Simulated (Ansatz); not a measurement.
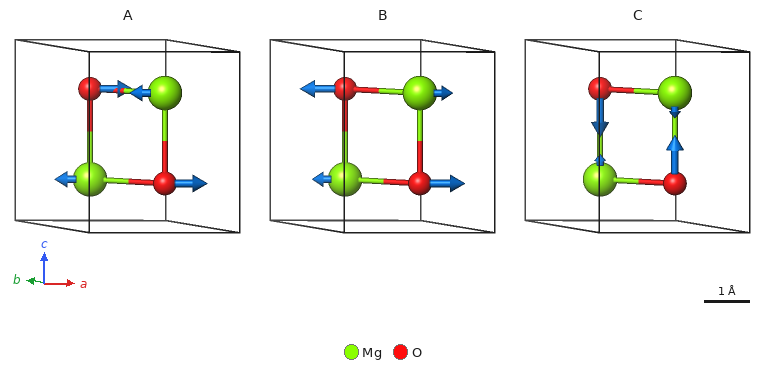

Modes of crystalline MgO relaxed at 18 GPa, space group P6₃/mmc (No. 194), at the zone centre (one member of each degenerate set). The blue arrows are the displacements of the atoms (eigenvector over the root of the mass), of arbitrary overall length and sign. A ball-and-stick model of the cell of the calculation, seen from a free direction.

Method: DFT PBEsol, scalar-relativistic, plane waves, PAW (Ansatz).

Frequencies are those without the non-analytic (LO–TO) term.

**Give the symmetry species and the selection rules of each.**

A is E₁u, infrared-active by symmetry (592 cm⁻¹). B is E₂g, Raman-active by symmetry (608 cm⁻¹). C is B₁g, silent by symmetry (neither infrared- nor Raman-active) (621 cm⁻¹). The crystal has a centre of inversion, so no mode is both.
